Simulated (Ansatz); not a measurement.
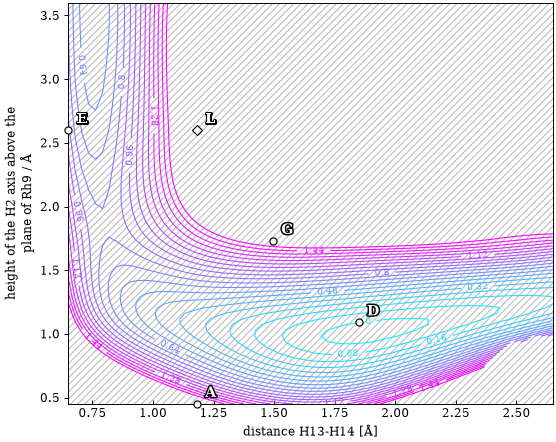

H₂ on a Rh(111) slab cut from the Fm-3m phase, its upper half relaxed before the scan (12 atoms of substrate and one adsorbate in a 2 × 2 cell). 
- H2 lies flat over one site of a rigid substrate while its bond length and height are varied; it sits over a bridge site, heights counted from the top plane, its axis along a direction equivalent to the long diagonal of the hexagonal surface cell.
- First axis: distance H13-H14. Second axis: height of the H2 axis above the plane of Rh9.
- Grid: 8 × 9 points. At 17 points there is no value (left out: too close to the surface, or the stretched molecule far from it).
- Points are written as (first, second).
- All energies are given in eV relative to the lowest grid point.
- The calculation used DFT PBE, scalar-relativistic, plane waves, PAW in Ansatz. Settings: cutoff 420 eV, k-mesh 6×6×1, gaussian smearing 0.1 eV, no spin polarisation.

Drawn: contour lines labelled in eV (none above 1.52), hatched blanks where no value was computed, lettered points. Between grid points the surface is interpolated.

### Rank the lettered points by energy, lowest first.

D (0.00 eV), E (0.90 eV), G (1.65 eV), A (1.81 eV), L (2.02 eV).

PAW datasets: the set soft_1.
